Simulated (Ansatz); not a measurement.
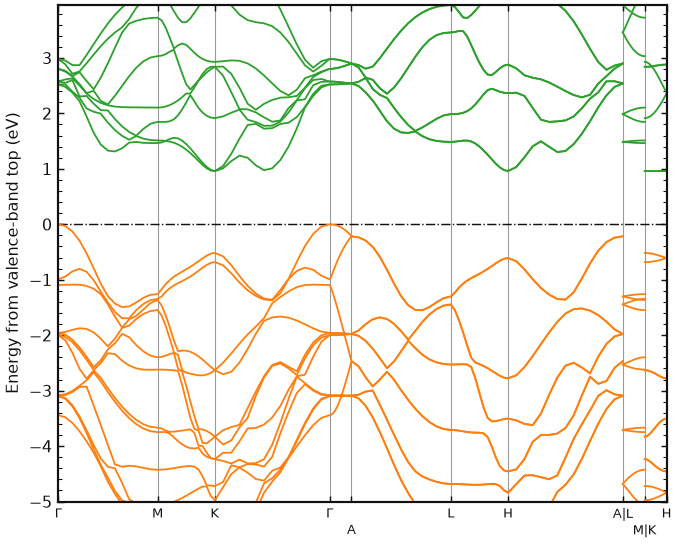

Band structure. Energies are counted from the top of the valence band.

### What lattice type does the k path imply?

A hexagonal (primitive) lattice: the path Γ–M–K–Γ–A–L–H–A|L–M|K–H runs through the special points of its Brillouin zone.

Calculation on MoSe$_{2}$, space group P6_3/mmc (No. 194), 6 atoms in the cell; a = 3.288 Å, c = 12.900 Å (hexagonal axes).

Method: r2SCAN, Ansatz PAW, no spin polarisation, no spin-orbit coupling, 9×9×2 k mesh, 500 eV cutoff, Fermi-Dirac smearing of 0.05 eV (Ansatz).

### Is there a gap? Give its size, its kind and where the band edges lie.

A semiconductor. The gap along this path is 0.96 eV and indirect, from the valence-band top at Γ to the conduction-band bottom at K; the smallest direct gap is 1.48 eV, at K.

### What are the direct gaps at H, M and L?

The direct gaps are 1.57 eV at H, 2.73 eV at M and 2.79 eV at L.

### How many bands meet at the valence-band top?

The top valence level at Γ is a single band, not degenerate (spin aside).

### How much do the top valence band and the lowest conduction band disperse along the path?

The top valence band spans 1.6 eV and the lowest conduction band 1.6 eV.

The cell's inner coordinates are idealised or old. Spin-orbit coupling is left out, which matters for Mo and Se. The PAW data sets were made with another functional. LDA, GGA and most meta-GGA functionals understate gaps. The cell is at 7 GPa in this functional.
